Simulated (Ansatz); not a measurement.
Molecular dynamics, with input and output: MgO (part 2 of 2)

MgO (Fm-3m, 16 atoms in the cell); DFT PBE, scalar-relativistic, plane waves, PAW, no spin polarisation (Ansatz 0.2.0); cutoff 420 eV, 2×2×2 k-mesh, Fermi–Dirac smearing of 0.0689 eV. The structure derives from an entry of the Crystallography Open Database. It belongs to a series of runs on one base structure; here: dynamics (NVT, Langevin thermostat) at 800 K, volume × 1.02.

Geometry of the input (Å; fractional positions):
```
0.0000  4.2986  -4.2986
-4.2986  0.0000  -4.2986
-4.2986  4.2986  0.0000
Mg 0.5000  0.5000  0.0000
Mg 0.0000  0.5000  0.0000
Mg 0.5000  0.0000  0.0000
Mg 0.0000  0.0000  0.0000
Mg 0.5000  0.5000  0.5000
Mg 0.0000  0.5000  0.5000
Mg 0.5000  0.0000  0.5000
Mg 0.0000  -0.0000  0.5000
O  0.7500  0.7500  0.2500
O  0.2500  0.7500  0.2500
O  0.7500  0.2500  0.2500
O  0.2500  0.2500  0.2500
O  0.7500  0.7500  0.7500
O  0.2500  0.7500  0.7500
O  0.7500  0.2500  0.7500
O  0.2500  0.2500  0.7500
```

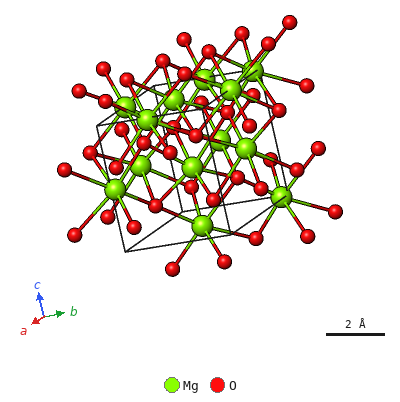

Figure 1. The geometry at step 24 of the log (ball-and-stick view of the cell of the calculation, seen at an oblique angle; bonded neighbours outside the cell are drawn too).

```
SCF converged after 6 iterations
Free energy (F): -19951.680580 eV
Harris-Foulkes:  -19951.680580 eV  (|F-HF|=3.41e-9)
Internal energy: -19951.680580 eV  (E = F + TS)
E sigma→0 (E₀):  -19951.680580 eV
Fermi energy:    9.909466 eV
--- Per-component energies (eV) ---
  E_band       = -2440.106964
  E_kinetic    = 2035.791721
  E_local      = -13212.630324  (includes V_loc(G=0)·N_el)
  E_nonlocal   = 1142.313798
  E_hartree    = 4585.671534
  E_xc         = -838.680969
  E_vxc        = -1074.462006  (∫ρ·V_xc dr)
  E_paw        = -3600.915336  (= ΣΔE_a)
  E_vpaw       = -502.482909  (= ΣTr[D̂ρ^β])
  E_aug_tail   = 0.019699  (compensation charges beyond the density's cutoff)
  E_ewald      = -10063.250704
  E_smearing   = -0.000000  (= −TS)
  E_closure    = 0.000000  (closes the sum)
  Σ components = -19951.680580   (vs F -19951.680580, Δ=0.00e0)
--- Forces (eV/Å), atoms counted from 1 ---
  atom   1  Mg     0.14483781     0.92061372     0.59090783
  atom   2  Mg     0.02399501    -0.54317533     1.30007129
  atom   3  Mg     1.12211394     1.22665246     1.08989653
  atom   4  Mg    -0.52307693    -0.01481691    -0.87332993
  atom   5  Mg     0.36375174    -0.86321026    -1.09574153
  atom   6  Mg     0.77174749     0.89043688    -0.52818678
  atom   7  Mg     0.51502333    -0.22162064    -0.14464648
  atom   8  Mg     0.11485710    -1.03697363     0.38324610
  atom   9  O      0.15411474    -1.35134620     0.04544017
  atom  10  O      0.33027248     0.01628117     0.10104179
  atom  11  O     -1.31426063    -0.38369882     0.03522608
  atom  12  O     -0.55592142     0.11600021    -0.94525181
  atom  13  O     -0.39440994     0.33841274    -0.01661349
  atom  14  O     -0.59683555    -0.77026969     0.51788274
  atom  15  O     -0.59246573     0.10256395     0.71357553
  atom  16  O      0.43626099     1.57414235    -1.17351387
  max |Σ_I F_I| component: 8.00e-6 eV/Å
--- Stress (GPa, compression-positive) ---
       -0.705386      -0.172095      -0.035030
       -0.172095      -0.742192       0.987606
       -0.035031       0.987607      -1.281415
  P = ⅓ Tr σ = -0.9097 GPa (-9.097 kbar)
--- MD trajectory: 44 steps, t = 0.0 → 88.0 fs ---
  final state: T = 622.9 K   F+E_penalty+E_count = -19951.68057999 eV   E_kin = 1.288290 eV
```

Trajectory as extended XYZ (Å, eV, eV/Å), 12 of the 45 frames kept, from step=0 to step=44
```
16
Lattice="0.0000 4.2986 -4.2986 -4.2986 0.0000 -4.2986 -4.2986 4.2986 0.0000" Properties=species:S:1:pos:R:3:forces:R:3 step=0 time_fs=0.0 energy=-19953.04448 temperature=750.0 pressure_GPa=-3.34
Mg   -2.1493    2.1493   -4.2986    0.0000   0.0000   0.0000
Mg   -2.1493    0.0000   -2.1493    0.0000   0.0000   0.0000
Mg    0.0000    2.1493   -2.1493    0.0000   0.0000   0.0000
Mg    0.0000    0.0000    0.0000    0.0000   0.0000   0.0000
Mg   -4.2986    4.2986   -4.2986    0.0000   0.0000   0.0000
Mg   -4.2986    2.1493   -2.1493    0.0000   0.0000   0.0000
Mg   -2.1493    4.2986   -2.1493    0.0000   0.0000   0.0000
Mg   -2.1493    2.1493    0.0000    0.0000   0.0000   0.0000
O    -4.2986    4.2986   -6.4479    0.0000   0.0000   0.0000
O    -4.2986    2.1493   -4.2986    0.0000   0.0000   0.0000
O    -2.1493    4.2986   -4.2986    0.0000   0.0000   0.0000
O    -2.1493    2.1493   -2.1493    0.0000   0.0000   0.0000
O    -6.4479    6.4479   -6.4479    0.0000   0.0000   0.0000
O    -6.4479    4.2986   -4.2986    0.0000   0.0000   0.0000
O    -4.2986    6.4479   -4.2986    0.0000   0.0000   0.0000
O    -4.2986    4.2986   -2.1493    0.0000   0.0000   0.0000
16
Lattice="0.0000 4.2986 -4.2986 -4.2986 0.0000 -4.2986 -4.2986 4.2986 0.0000" Properties=species:S:1:pos:R:3:forces:R:3 step=4 time_fs=8.0 energy=-19952.58509 temperature=697.5 pressure_GPa=-2.02
Mg   -2.1833    2.1792   -4.2891    0.4276  -0.3835  -0.1785
Mg   -2.0938   -0.0195   -2.1297   -0.2328  -0.1647  -0.4421
Mg   -0.0038    2.1324   -2.1655   -0.0454   0.3522   0.1251
Mg   -0.0706    0.0598    0.0282    0.9374  -0.5473  -0.2251
Mg   -4.3033    4.3343   -4.3237   -0.3001  -0.4390   0.0843
Mg   -4.2133    2.1337   -2.1461   -0.8389   0.2547  -0.0646
Mg   -2.1241    4.3195   -2.0956   -0.3800  -0.1458  -0.3332
Mg   -2.2052    2.1092    0.0195    0.4395   0.5147  -0.0073
O    -4.3862    4.2594   -6.4563    1.2146   0.1628   0.1692
O    -4.2385    2.1241   -4.2992   -0.2961   0.2874   0.0374
O    -2.0707    4.2564   -4.2893   -1.0758   0.4792  -0.2289
O    -2.1898    2.1546   -2.0986    0.3268  -0.5249  -0.5036
O    -6.3752    6.4251   -6.4504   -0.5134   0.3722  -0.1199
O    -6.4728    4.2051   -4.3986    0.0575   0.7174   1.2889
O    -4.3246    6.4666   -4.3344    0.1343  -0.3482   0.2928
O    -4.3194    4.3914   -2.2104    0.1447  -0.5872   0.1055
16
Lattice="0.0000 4.2986 -4.2986 -4.2986 0.0000 -4.2986 -4.2986 4.2986 0.0000" Properties=species:S:1:pos:R:3:forces:R:3 step=8 time_fs=16.0 energy=-19951.74314 temperature=280.3 pressure_GPa=0.01
Mg   -2.2029    2.1774   -4.2682    0.8707  -0.2929  -0.3571
Mg   -2.0388   -0.0544   -2.1166   -0.5792  -0.1070  -0.4397
Mg   -0.0131    2.1330   -2.1712   -0.0385   0.8466   0.1436
Mg   -0.1118    0.0875    0.0295    1.6047  -0.7325  -0.0282
Mg   -4.3282    4.3344   -4.3555   -0.1535  -0.4771   0.2038
Mg   -4.1658    2.1408   -2.1570   -1.5064   0.0387   0.0191
Mg   -2.1142    4.3060   -2.0306   -0.5893   0.0854  -1.3520
Mg   -2.2568    2.0896    0.0388    0.6778   0.2962   0.0369
O    -4.4331    4.2550   -6.4415    1.7995  -0.0037  -0.0354
O    -4.1978    2.1310   -4.3121   -0.4579   0.2084   0.1534
O    -2.0232    4.2195   -4.2819   -1.7884   0.6769  -0.3400
O    -2.2215    2.1403   -2.0466    0.8389  -0.6866  -1.0770
O    -6.3058    6.4167   -6.4528   -0.8753   0.4669  -0.0649
O    -6.4973    4.1032   -4.4433    0.0706   1.4861   2.3116
O    -4.3161    6.4553   -4.3593   -0.1864  -0.3296   0.5273
O    -4.3285    4.4859   -2.2619    0.3127  -1.4757   0.2987
16
Lattice="0.0000 4.2986 -4.2986 -4.2986 0.0000 -4.2986 -4.2986 4.2986 0.0000" Properties=species:S:1:pos:R:3:forces:R:3 step=12 time_fs=24.0 energy=-19951.56453 temperature=338.4 pressure_GPa=0.65
Mg   -2.1816    2.1960   -4.2569    0.7171  -0.5866  -0.3075
Mg   -1.9934   -0.0711   -2.0907   -1.2589  -0.0037  -0.7973
Mg   -0.0060    2.1373   -2.1715   -0.0578   1.2288   0.1254
Mg   -0.1019    0.1020    0.0195    1.5954  -0.6960   0.4355
Mg   -4.3324    4.3070   -4.3748   -0.2039  -0.3585   0.1869
Mg   -4.1666    2.1750   -2.1403   -1.3542  -0.4477  -0.3004
Mg   -2.1286    4.2939   -2.0177   -0.1178   0.1988  -1.0643
Mg   -2.2879    2.0717    0.0290    0.9159   0.2592   0.1433
O    -4.4037    4.2298   -6.4310    1.1000   0.0207  -0.0579
O    -4.1844    2.1348   -4.3151   -0.4321   0.1840   0.0820
O    -2.0238    4.2056   -4.2862   -1.5434   0.8588  -0.1415
O    -2.2170    2.0716   -2.0765    0.7375   0.0552  -0.7364
O    -6.2531    6.4336   -6.4563   -1.1699   0.0395   0.0292
O    -6.5414    4.0643   -4.3876    0.3246   1.6688   1.1512
O    -4.3117    6.4561   -4.3852   -0.3081  -0.3438   0.6399
O    -4.3587    4.5359   -2.3115    1.0555  -2.0774   0.6119
16
Lattice="0.0000 4.2986 -4.2986 -4.2986 0.0000 -4.2986 -4.2986 4.2986 0.0000" Properties=species:S:1:pos:R:3:forces:R:3 step=16 time_fs=32.0 energy=-19951.65166 temperature=675.7 pressure_GPa=0.41
Mg   -2.1155    2.2099   -4.2612    0.1915  -0.7710  -0.2185
Mg   -1.9797   -0.0525   -2.0612   -1.6407  -0.1201  -1.3245
Mg    0.0143    2.1259   -2.1678   -0.0299   1.1007   0.0750
Mg   -0.0360    0.1142    0.0071    0.9395  -0.6964   0.8691
Mg   -4.2733    4.2723   -4.3882   -0.6001  -0.2935   0.0783
Mg   -4.2088    2.2154   -2.1322   -0.6087  -0.7199  -0.6656
Mg   -2.1626    4.2764   -2.0398    0.5929   0.2309  -0.4626
Mg   -2.2933    2.0449    0.0015    0.9509   0.8456   0.3041
O    -4.3323    4.1750   -6.4369    0.0926   0.3971   0.1333
O    -4.1517    2.1484   -4.2826   -0.5159   0.0126  -0.3347
O    -2.0514    4.2463   -4.2944   -0.8097   0.7308   0.2184
O    -2.2012    2.0052   -2.1285    0.4931   0.8692  -0.0934
O    -6.2306    6.4930   -6.4510   -1.4670  -0.8149  -0.0019
O    -6.5728    4.0811   -4.3230    0.7497   1.2915  -0.2122
O    -4.3313    6.5015   -4.4103    0.0816  -0.7192   0.8100
O    -4.3592    4.4869   -2.3342    1.5805  -1.3432   0.8254
16
Lattice="0.0000 4.2986 -4.2986 -4.2986 0.0000 -4.2986 -4.2986 4.2986 0.0000" Properties=species:S:1:pos:R:3:forces:R:3 step=20 time_fs=40.0 energy=-19951.65911 temperature=673.9 pressure_GPa=0.28
Mg   -2.0515    2.2185   -4.2749   -0.2871  -0.7320  -0.0493
Mg   -1.9673   -0.0576   -2.0554   -1.4150   0.1810  -1.4622
Mg    0.0223    2.1223   -2.1711    0.0820   0.5851  -0.1355
Mg    0.1014    0.1082    0.0380   -0.5813  -0.6020   0.8711
Mg   -4.1911    4.2292   -4.4200   -0.9612   0.0900   0.3552
Mg   -4.2517    2.2281   -2.1761   -0.1759  -0.6718  -0.1960
Mg   -2.1944    4.2742   -2.0521    0.8602   0.1558  -0.3241
Mg   -2.2548    2.0095   -0.0330    0.6132   1.5756   0.4366
O    -4.2570    4.1406   -6.4309   -0.5761   0.7705   0.0993
O    -4.1557    2.1734   -4.2379   -0.4385  -0.4518  -0.9079
O    -2.0851    4.3150   -4.2828    0.0687  -0.0990   0.1224
O    -2.1990    1.9976   -2.1690    0.6431   1.1009   0.3795
O    -6.2893    6.5322   -6.4698   -0.9813  -1.3610   0.2693
O    -6.5745    4.1570   -4.2589    1.4828   0.6352  -1.1320
O    -4.3339    6.5388   -4.4077    0.4217  -0.7485   0.4247
O    -4.3162    4.4124   -2.3712    1.2448  -0.4282   1.2490
16
Lattice="0.0000 4.2986 -4.2986 -4.2986 0.0000 -4.2986 -4.2986 4.2986 0.0000" Properties=species:S:1:pos:R:3:forces:R:3 step=24 time_fs=48.0 energy=-19951.65402 temperature=802.9 pressure_GPa=0.68
Mg   -1.9974    2.2335   -4.2974   -0.8603  -0.7292   0.3018
Mg   -1.9807   -0.0631   -2.0610   -0.6417   0.4720  -1.3158
Mg    0.0382    2.1335   -2.1798   -0.0379  -0.0542  -0.1090
Mg    0.2305    0.0986    0.0909   -2.1318  -0.2982   0.4841
Mg   -4.1154    4.2240   -4.4537   -1.3430   0.2317   0.9899
Mg   -4.3044    2.2164   -2.2013    0.2027  -0.5164   0.0015
Mg   -2.2210    4.2637   -2.0432    0.9802   0.1734  -0.6276
Mg   -2.2129    2.0208   -0.0566    0.5873   1.5969   0.4551
O    -4.2254    4.1575   -6.4315   -0.5571   0.8297  -0.0358
O    -4.2186    2.1830   -4.2337   -0.0339  -0.5697  -1.0350
O    -2.0897    4.3823   -4.2482    0.3577  -1.1757  -0.3855
O    -2.1787    2.0024   -2.1819    0.5063   1.1089   0.4571
O    -6.4114    6.5054   -6.4995    0.0307  -0.7921   0.6445
O    -6.5191    4.2623   -4.2569    1.9350   0.0138  -1.0939
O    -4.3332    6.5266   -4.3795    0.8115  -0.3797  -0.0442
O    -4.2483    4.3292   -2.3626    0.1943   0.0889   1.3126
16
Lattice="0.0000 4.2986 -4.2986 -4.2986 0.0000 -4.2986 -4.2986 4.2986 0.0000" Properties=species:S:1:pos:R:3:forces:R:3 step=28 time_fs=56.0 energy=-19951.79033 temperature=859.7 pressure_GPa=0.15
Mg   -1.9796    2.2545   -4.3285   -0.7719  -0.7598   0.5083
Mg   -2.0407   -0.0534   -2.1000    0.5363   0.4353  -0.8044
Mg    0.0216    2.1489   -2.2230   -0.0771  -0.7895   0.2624
Mg    0.2797    0.0802    0.1554   -1.8612  -0.0742  -0.7988
Mg   -4.0652    4.2288   -4.4661   -1.5390   0.3010   1.5664
Mg   -4.3402    2.1678   -2.2129    0.5452   0.0380   0.1637
Mg   -2.2180    4.2646   -2.0288    0.8326   0.1224  -0.9358
Mg   -2.1581    2.0849   -0.0629    0.5364   0.5082   0.3751
O    -4.1855    4.1832   -6.4486   -0.3492   0.8195   0.0455
O    -4.2694    2.1923   -4.2475    0.2084  -0.6802  -0.7619
O    -2.0804    4.3746   -4.2188    0.5132  -0.9702  -0.8645
O    -2.1296    2.0411   -2.1722    0.3481   0.6355   0.2339
O    -6.5127    6.4154   -6.4939    1.0157   0.3743   0.5625
O    -6.4050    4.3429   -4.2950    0.7585  -0.3959  -0.2403
O    -4.2840    6.4810   -4.3576    0.5165  -0.0407  -0.1738
O    -4.1649    4.2306   -2.2822   -1.2126   0.4765   0.8618
16
Lattice="0.0000 4.2986 -4.2986 -4.2986 0.0000 -4.2986 -4.2986 4.2986 0.0000" Properties=species:S:1:pos:R:3:forces:R:3 step=32 time_fs=64.0 energy=-19951.72950 temperature=703.0 pressure_GPa=-0.44
Mg   -1.9717    2.2328   -4.3491   -0.8203  -0.4772   0.3230
Mg   -2.1047   -0.0412   -2.1519    1.3671   0.2412  -0.0440
Mg   -0.0272    2.1330   -2.2896    0.6355  -0.8691   1.0601
Mg    0.2578    0.0532    0.1960   -1.4340   0.2166  -1.9818
Mg   -4.0625    4.2485   -4.4456   -1.0255  -0.0514   1.5397
Mg   -4.3543    2.1360   -2.1815    0.5986   0.3234  -0.1828
Mg   -2.2029    4.2515   -2.0245    0.5248   0.2419  -1.1682
Mg   -2.0869    2.1393   -0.0737    0.3330  -0.4062   0.4912
O    -4.1471    4.2223   -6.4435   -0.3697   0.5891   0.0369
O    -4.3036    2.1700   -4.3124    0.4756  -0.2763   0.2054
O    -2.0251    4.3065   -4.2007    0.0233  -0.4104  -0.8975
O    -2.0643    2.0914   -2.1472   -0.1240   0.1054  -0.1627
O    -6.5562    6.3548   -6.4852    1.4050   0.9942   0.2152
O    -6.3210    4.4209   -4.3327   -0.0997  -0.8973   0.6372
O    -4.2083    6.4297   -4.3474    0.0547   0.1084  -0.1136
O    -4.1454    4.1632   -2.1530   -1.5444   0.5676   0.0416
16
Lattice="0.0000 4.2986 -4.2986 -4.2986 0.0000 -4.2986 -4.2986 4.2986 0.0000" Properties=species:S:1:pos:R:3:forces:R:3 step=36 time_fs=72.0 energy=-19951.54640 temperature=722.7 pressure_GPa=-0.32
Mg   -2.0025    2.1894   -4.3789   -0.7689   0.2487   0.1538
Mg   -2.1362   -0.0127   -2.2096    1.4856   0.0060   0.7974
Mg   -0.0626    2.0530   -2.3345    1.5264  -0.2782   1.5488
Mg    0.2200    0.0160    0.1941   -1.3285   0.3854  -2.2511
Mg   -4.1013    4.2627   -4.3908   -0.2103  -0.3582   0.6538
Mg   -4.3648    2.1090   -2.1493    0.6161   0.4094  -0.3579
Mg   -2.1715    4.2599   -2.0753    0.2684   0.0950  -0.9692
Mg   -2.0411    2.1930   -0.0831    0.2011  -0.9055   0.5548
O    -4.1338    4.3013   -6.4364   -0.3283   0.0736  -0.1460
O    -4.2983    2.1534   -4.3658    0.8306   0.0278   0.8357
O    -1.9611    4.2826   -4.2283   -0.6057  -0.4797  -0.4543
O    -1.9877    2.1366   -2.0898   -0.8957  -0.1921  -1.0394
O    -6.5565    6.3372   -6.4886    1.2727   1.1341  -0.0615
O    -6.2474    4.4535   -4.3728   -0.6588  -1.1554   1.1584
O    -4.1390    6.3923   -4.3620   -0.4545   0.2744   0.2983
O    -4.1719    4.1272   -2.0576   -0.9503   0.7146  -0.7214
16
Lattice="0.0000 4.2986 -4.2986 -4.2986 0.0000 -4.2986 -4.2986 4.2986 0.0000" Properties=species:S:1:pos:R:3:forces:R:3 step=40 time_fs=80.0 energy=-19951.49510 temperature=653.5 pressure_GPa=-0.10
Mg   -2.0715    2.1410   -4.4302   -0.4612   0.9184   0.2649
Mg   -2.1312    0.0260   -2.2633    0.9062  -0.2024   1.3111
Mg   -0.0453    1.9748   -2.3381    1.5938   0.4023   1.5235
Mg    0.1717   -0.0050    0.1533   -1.1153   0.2498  -1.7563
Mg   -4.1262    4.3060   -4.3154    0.2795  -0.8018  -0.4194
Mg   -4.3559    2.0888   -2.1323    0.5984   0.5046  -0.3516
Mg   -2.1302    4.2629   -2.1411    0.3631  -0.1430  -0.5906
Mg   -2.0025    2.2311   -0.0855    0.0715  -1.0682   0.4705
O    -4.1563    4.3891   -6.4560    0.0923  -0.6459  -0.0977
O    -4.2709    2.1509   -4.3795    1.0204   0.1601   0.7300
O    -1.9172    4.2829   -4.2754   -1.0776  -0.6565  -0.1064
O    -1.9393    2.1527   -2.0710   -1.1496  -0.1955  -1.3883
O    -6.5031    6.3384   -6.5129    0.6756   0.9724  -0.0318
O    -6.2183    4.4482   -4.3880   -0.9164  -1.1666   1.0870
O    -4.0873    6.3607   -4.3545   -0.6986   0.5389   0.4604
O    -4.2105    4.0931   -2.0360   -0.1821   1.1335  -1.1053
16
Lattice="0.0000 4.2986 -4.2986 -4.2986 0.0000 -4.2986 -4.2986 4.2986 0.0000" Properties=species:S:1:pos:R:3:forces:R:3 step=44 time_fs=88.0 energy=-19951.68058 temperature=622.9 pressure_GPa=-0.04
Mg   -2.1461    2.1218   -4.4749    0.1448   0.9206   0.5909
Mg   -2.0861    0.0629   -2.2829    0.0240  -0.5432   1.3001
Mg   -0.0024    1.9034   -2.3001    1.1221   1.2267   1.0899
Mg    0.1227   -0.0076    0.0983   -0.5231  -0.0148  -0.8733
Mg   -4.1350    4.3257   -4.2553    0.3638  -0.8632  -1.0957
Mg   -4.3391    2.0609   -2.0856    0.7717   0.8904  -0.5282
Mg   -2.0757    4.2528   -2.2038    0.5150  -0.2216  -0.1446
Mg   -1.9859    2.2685   -0.0871    0.1149  -1.0370   0.3832
O    -4.1553    4.4385   -6.4789    0.1541  -1.3513   0.0454
O    -4.2031    2.1679   -4.3621    0.3303   0.0163   0.1010
O    -1.9057    4.2710   -4.2993   -1.3143  -0.3837   0.0352
O    -1.9439    2.1267   -2.1025   -0.5559   0.1160  -0.9453
O    -6.3867    6.3799   -6.5260   -0.3944   0.3384  -0.0166
O    -6.2399    4.4112   -4.3763   -0.5968  -0.7703   0.5179
O    -4.0689    6.3930   -4.3396   -0.5925   0.1026   0.7136
O    -4.2389    4.0781   -2.0487    0.4363   1.5741  -1.1735
```

Summary

```tsv
quantity	value
outcome	finished
mean temperature over the second half	727 K
trajectory	44 steps, 88 fs
ensemble	nvt_langevin
temperature in the input	800.0 K
time step	2.0 fs
space group of the start (tolerance 0.01 Å)	Fm-3m (225)
electrons treated	128
potential energy (free energy of the electrons) (last step)	−19951.6806 eV
Fermi energy (last step)	9.909 eV
pressure (without the kinetic term) (last step)	−0.91 GPa
largest force (length of the vector) (last step)	2.011 eV/Å
wall time	54 s (CPU time 3 min)
peak memory	0.68 GiB
```

The k-point mesh is coarse (a preliminary or cheap run), so energies and forces are approximate. The program warns: the SCF threshold is looser than advised for the printed stress. So short a trajectory is not equilibrated. The logged temperature at the start can lie below the typed one, since it is counted over all degrees of freedom.
